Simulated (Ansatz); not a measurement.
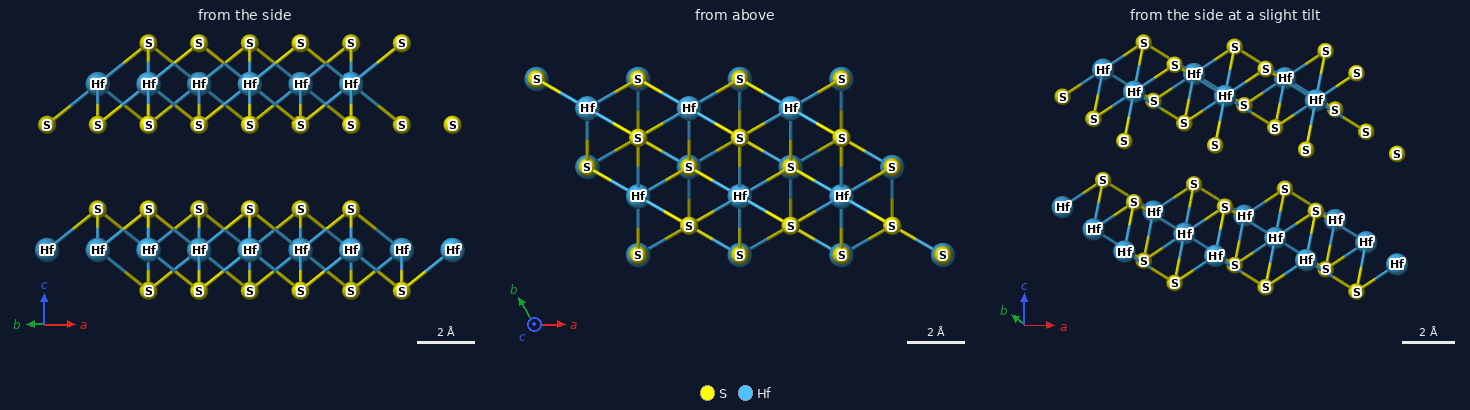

A ball-and-stick picture of a periodic slab, seen from the side, from above and from the side at a slight tilt. The surface normal points up in side views; the vacuum is left out. 3×2 cells are drawn in the plane, with atoms at the edges repeated.

The cell holds 2 Hf, 4 S.

> Name the terminations.

The top face ends in S, the bottom face in S. The two faces are alike.

> Give the thickness from the bottom atom to the top atom.

About 9 Å from the lowest to the highest atom.

> What is the stacking of atomic planes, top to bottom?

Six planes: S / Hf / S / S / Hf / S.

Provenance: a structure listed in the Materials Project, from which a slab or single sheet was cut. The atoms were relaxed in a fixed cell with DFT PBE+D3(BJ), scalar-relativistic, plane waves, PAW (Ansatz).
